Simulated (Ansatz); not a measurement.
The coordinates of a crystal:

```
Rb Br
1.0
     4.12425    0.00000    0.00000
     0.00000    4.12425    0.00000
     0.00000    0.00000    4.12425
Rb Br
1 1
Cartesian
  0.0000 0.0000 0.0000
  2.0621 2.0621 2.0621
```

Q: Interpret the file: composition, symmetry and coordination.

A: The formula is RbBr. The symmetry is that of Pm-3m (No. 221), on a primitive cubic lattice. Type of structure: caesium chloride (CsCl, B2) type. With Z = 1, the cell contains 1 Rb, 1 Br. Rb bonds to eight Br in a cubic arrangement at 3.57 Å. The Br atoms are each bonded to eight Rb in a cubic arrangement at 3.57 Å. The bonds build a three-dimensional framework.

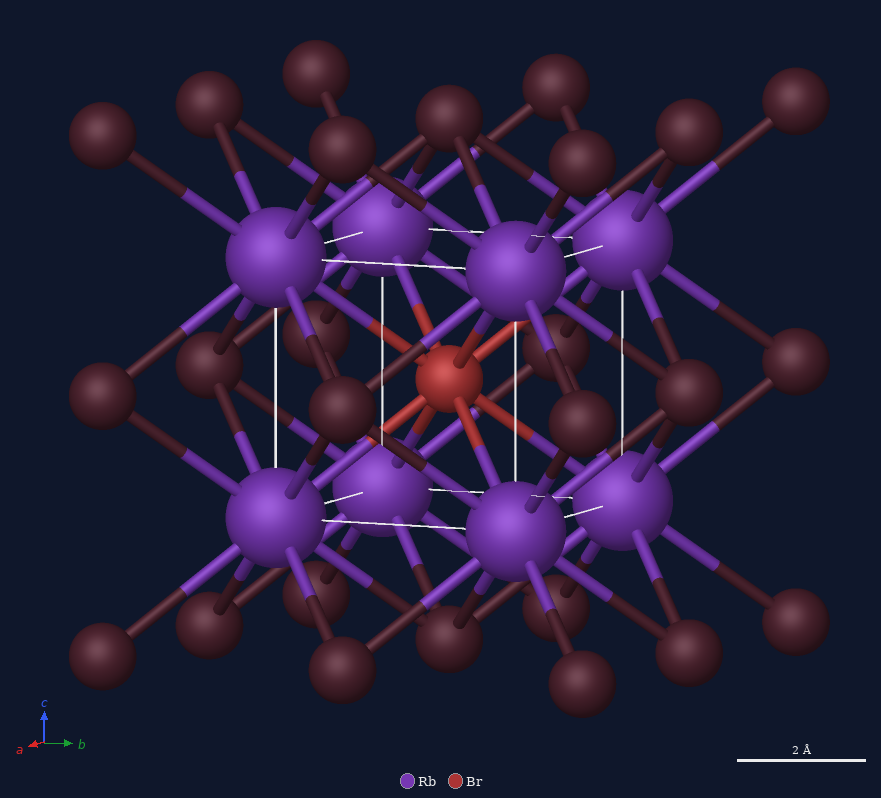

Ball-and-stick drawing of the structure, looking slightly off an axis. The conventional unit cell is outlined; an atom on or near a face, edge or corner is repeated at each equivalent position. Bonded atoms from the next cells complete the picture, in fainter colours. Colours: rubidium purple, bromine brown.

The starting point was a structure listed in the Materials Project. Earlier steps of the study may have refined or changed the cell and positions. It went into a calculation with Ansatz.
